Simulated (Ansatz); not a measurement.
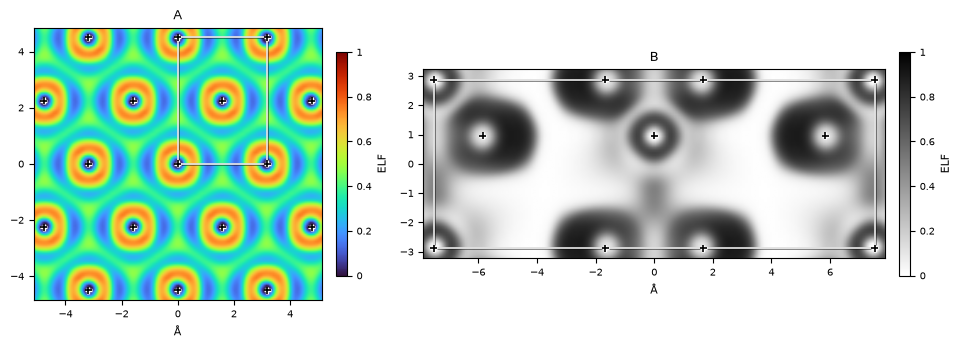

The ELF of 2 systems, each on a plane through atoms (crosses mark nuclei in the plane).

Theory: DFT PBE, scalar-relativistic, plane waves, PAW (Ansatz).

System 1: W, the (011̄) plane of the conventional cell. Space group Im-3m.

```
CELL_PARAMETERS angstrom
3.18356 0.00000 0.00000
0.00000 3.18356 0.00000
0.00000 0.00000 3.18356
ATOMIC_POSITIONS crystal
W 0.00000 0.00000 0.00000
W 0.50000 0.50000 0.50000
```

System 2: WSe2, the (110) plane of the conventional cell. Space group P6₃/mmc; a structure from a database of computed crystals, not necessarily the ambient phase.

```
W Se
1.0
     3.32099    0.00000    0.00000
    -1.66049    2.87606    0.00000
     0.00000    0.00000   15.04384
W Se
2 4
Direct
  0.66667 0.33333 0.75000
  0.33333 0.66667 0.25000
  0.33333 0.66667 0.86154
  0.66667 0.33333 0.36154
  0.33333 0.66667 0.63846
  0.66667 0.33333 0.13846
```

> Which map belongs to which system?

Panel A is system 1, W: the plane holds W. W–W (2.76 Å): the ELF is about 0.40 at the midpoint. Panel B is system 2, WSe2: the plane holds W and Se. W–Se (2.55 Å): the ELF is about 0.55 at the midpoint.
